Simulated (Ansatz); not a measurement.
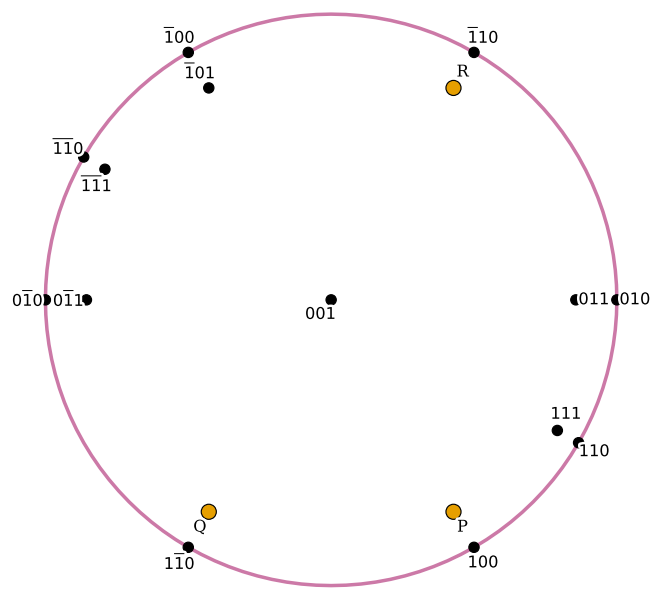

Stereographic projection of plane normals (upper hemisphere) centred on (0 0 1). Crystal: MoS2, the end point of a relaxation at fixed volume with Ansatz, DFT PBE+D3(BJ), scalar-relativistic, plane waves, PAW. Symmetry computed with spglib at a tolerance of 0.002 Å; standard conventional cell.

a = 3.061 Å, b = 3.061 Å, c = 17.040 Å, α = 90.00°, β = 90.00°, γ = 120.00°.

Index the poles marked P, Q, R.

P is (1 0 1), in four indices (1 0 −1 1), 81.2° from the centre; Q is (1 −1 1), in four indices (1 −1 0 1), 81.2° from the centre; R is (−1 1 1), in four indices (−1 1 0 1), 81.2° from the centre.

Which zone does the coloured great circle trace?

The zone [0 0 1]: its poles satisfy l = 0.

What is the angle between the normals of (1 0 1) and (−1 1 0), and what are their d_hkl = 1/|g|?

119.6°; d = 2.620 Å and 2.651 Å.
